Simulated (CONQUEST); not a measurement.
# A series of single points on WC

System: WC (P-6m2, 4 atoms in the cell).
Method: Kohn-Sham DFT of a periodic cell, PBE, PseudoDojo NC PBE, no spin polarisation (CONQUEST 1.3).

The 7 runs differ only in the geometry, by an even scaling of the cell at fixed fractional positions. The structure derives from an entry of the Crystallography Open Database.

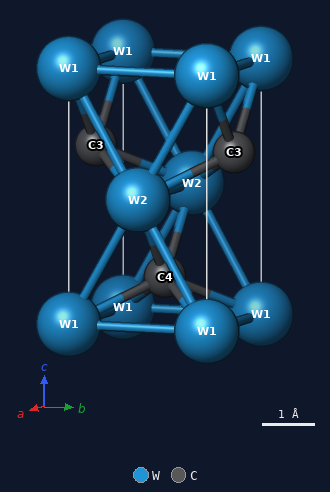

Figure 1. The structure of run 4 (ball-and-stick view of the cell of the calculation, seen slightly off an axis; atoms are numbered from 1 in the order of the input).

### Input of run 4
```
IO.Title WC
IO.Coordinates coords.dat
IO.FractionalAtomicCoords T
IO.Iprint 2
IO.Iprint_init 1
General.NumberOfSpecies 2
General.PseudopotentialType hamann
AtomMove.TypeOfRun static
AtomMove.FullStress T
Grid.PointsAlongX 32
Grid.PointsAlongY 32
Grid.PointsAlongZ 48
DM.SolutionMethod diagon
Diag.MPMesh T
Diag.GammaCentred T
Diag.MPMeshX 7
Diag.MPMeshY 7
Diag.MPMeshZ 4
Diag.kT 0.00183747
minE.SCTolerance 1e-6
SC.MaxIters 100
IO.AtomChargeOutput T
%block ChemicalSpeciesLabel
1 183.850 W
2 12.010 C
%endblock
```

Command:
```bash
Conquest
```

Lattice vectors (Å) and fractional positions of run 4:
```
   2.836600    0.000000    0.000000
   0.000000    2.906500    0.000000
   0.000000    0.000000    5.034206
W   0.000000  0.000000  0.000000
W   0.000000  0.500000  0.500000
C   0.500000  0.000000  0.666667
C   0.500000  0.500000  0.166667
```

Run 3 has the same physical settings and fractional positions; its lattice vectors (Å) are:
```
   2.817562    0.000000    0.000000
   0.000000    2.886993    0.000000
   0.000000    0.000000    5.000418
```

### Results, with one run withheld

```csv
run,volume per atom (Å³),"free energy per atom, from the lowest run given (meV)",pressure (GPa)
1,9.754,116.25,43.00
2,9.961,67.65,31.97
3,10.169,?,?
4,10.376,11.27,12.30
5,10.584,0.65,4.13
6,10.791,0.00,−3.13
7,10.999,8.67,−9.93
```

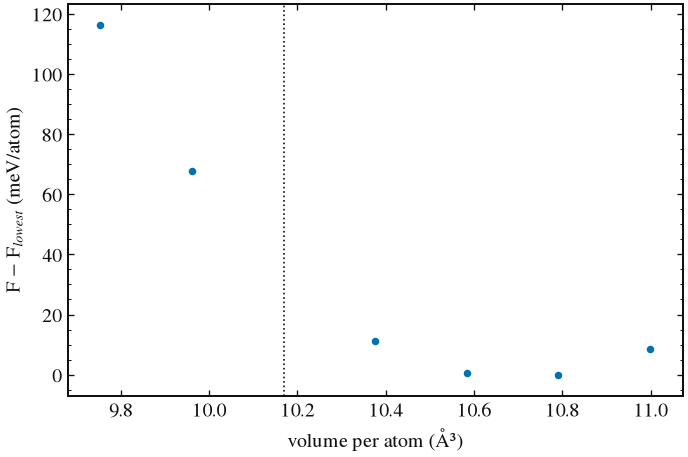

Figure 2. Free energy per atom of the runs given; the dotted line marks run 3.

What should run 3 give?

A cubic polynomial in V^(−2/3) (the Birch–Murnaghan form), fitted to the 6 runs given, misses them by at most 0.09 meV per atom. With x = V^(−2/3) − 0.20995 Å⁻², it reads F = 9.8118 + 5378.8 x + 6.8302e+05 x² + 1.1904e+06 x³ (meV per atom). At run 3 it gives 33.08 meV per atom, and the run itself gives 33.10. The slope of the fit gives a pressure −dF/dV of 21.59 GPa there, and the run prints 21.42 GPa. The two needn't agree exactly: the fit is approximate, and the printed stress is taken on a finite basis. The fit has its minimum at 10.698 Å³ per atom, where V d²F/dV² gives 378 GPa. Cell shape and fractional positions are held, so this is the stiffness under even scaling; the relaxed bulk modulus wasn't computed.

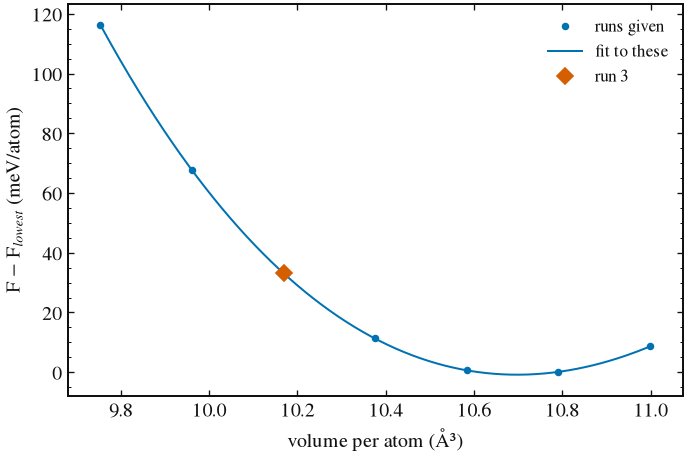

Figure 3. The fit and the withheld run.

### Some lines of the output (run 3)
```
[...]
          DFT Total Energy                 :      -163.603384424462377 Ha
          Free Energy (E-TS)               :      -163.727027117846177 Ha
          DFT Total Energy                 :      -163.726524475844087 Ha
          Free Energy (E-TS)               :      -163.727143368538691 Ha
          DFT Total Energy                 :      -163.726379909726234 Ha
          Free Energy (E-TS)               :      -163.726951805859130 Ha
          DFT Total Energy                 :      -163.726832596631652 Ha
          Free Energy (E-TS)               :      -163.726949210056858 Ha
          DFT Total Energy                 :      -163.726836054039637 Ha
          Free Energy (E-TS)               :      -163.726949566280098 Ha
          DFT Total Energy                 :      -163.726836739152304 Ha
      | Free Energy as E-TS      =      -163.726949566280098 Ha
      |* DFT total energy        =      -163.726836739152304 Ha
    force: Average pressure:     21.42231029 GPa
```

Notes: Spin–orbit coupling is left out, which matters for W. With a small basis of atomic orbitals these values can differ much from converged plane-wave results.
